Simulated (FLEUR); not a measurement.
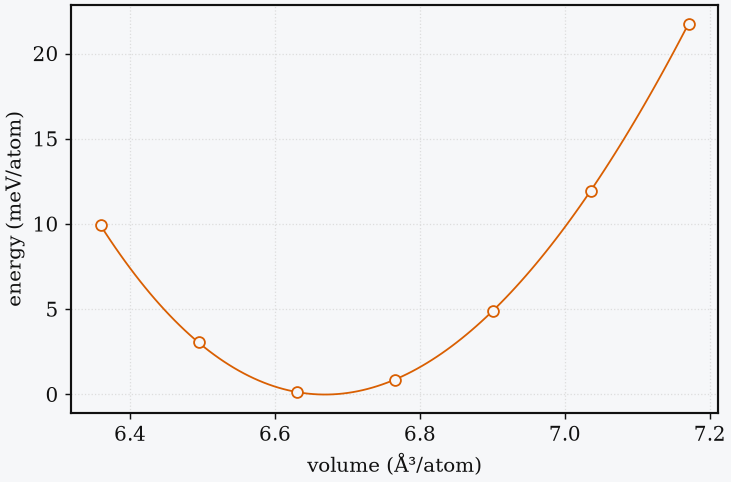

Caption: Energy against volume for Be₂C, space group Fm-3m (No. 225).

A third-order Birch–Murnaghan fit gives V0 = 6.67 Å³/atom, B0 = 206 GPa and B′ = 3.5. The energy is 9.93 meV/atom at volume 6.3593 Å³/atom and 21.76 meV/atom at 7.1711 Å³/atom; the lowest computed point is at volume 6.6299 Å³/atom (0.15 meV/atom).

Computed with FLEUR MaX-R8.1 (later development tree): all-electron LAPW DFT, no spin polarisation; energies at scaled volumes of the given cell, shape and fractions fixed, counted from the fit's minimum, third-order Birch-Murnaghan fit. Level: PBEsol.

k mesh 11×11×11; occupations Fermi–Dirac; smearing width 0.05 eV; potentials all electron; program settings basis FLAPW, kmax 4.53 1/bohr.

The given structure:
```yaml
crystal:
  lattice:
    - [0.00000, 2.16500, 2.16500]
    - [2.16500, 0.00000, 2.16500]
    - [2.16500, 2.16500, 0.00000]
  atoms:
    - { symbol: C, position: [0.00000, 0.00000, 0.00000] }
    - { symbol: Be, position: [0.75000, 0.75000, 0.75000] }
    - { symbol: Be, position: [0.25000, 0.25000, 0.25000] }
```
